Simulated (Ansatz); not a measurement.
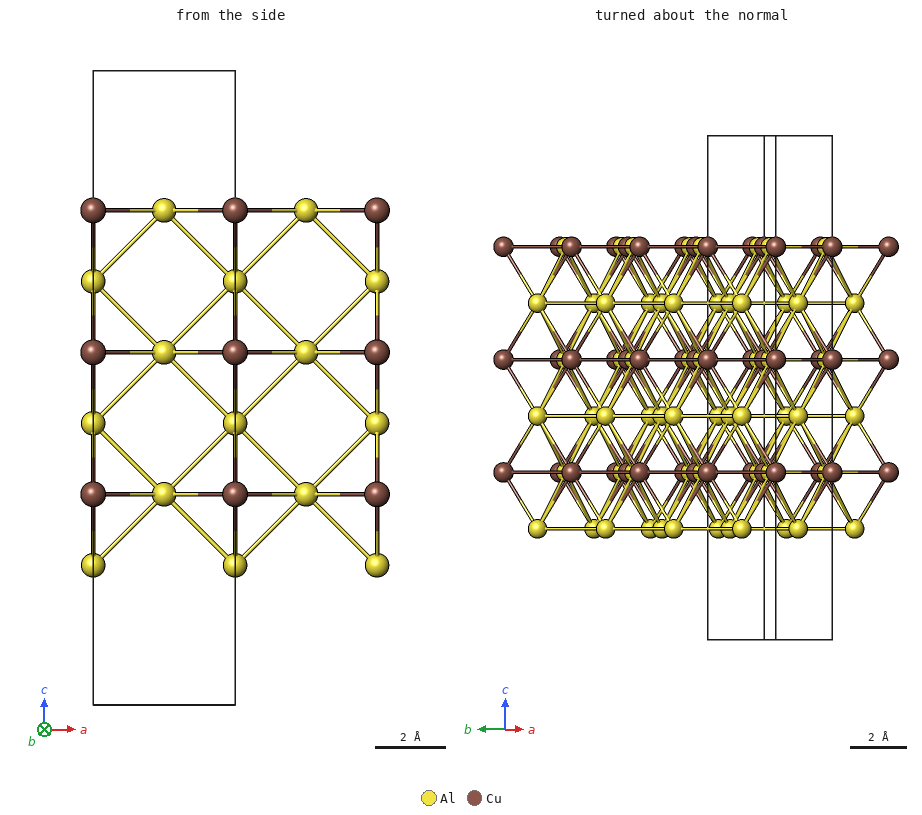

A ball-and-stick picture of a periodic slab, seen from the side and turned about the normal. The surface normal points up in side views; the box is the simulation cell. 2×4 cells are drawn in the plane, with atoms at the edges repeated.

The cell holds 6 Al, 3 Cu.

Which elements lie outermost on each side?

The top face ends in Al and Cu, the bottom face in Al. The faces differ, so the slab can carry a dipole.

Read the thickness off the scale bar.

About 10 Å from the lowest to the highest atom, with about 8 Å of vacuum to the next image.

State the number of planes and their content from above.

Six planes: AlCu / Al / AlCu / Al / AlCu / Al.

The initial geometry was a structure listed in the Materials Project. The cell was then strained or its atoms displaced on purpose. It went into a calculation with Ansatz.
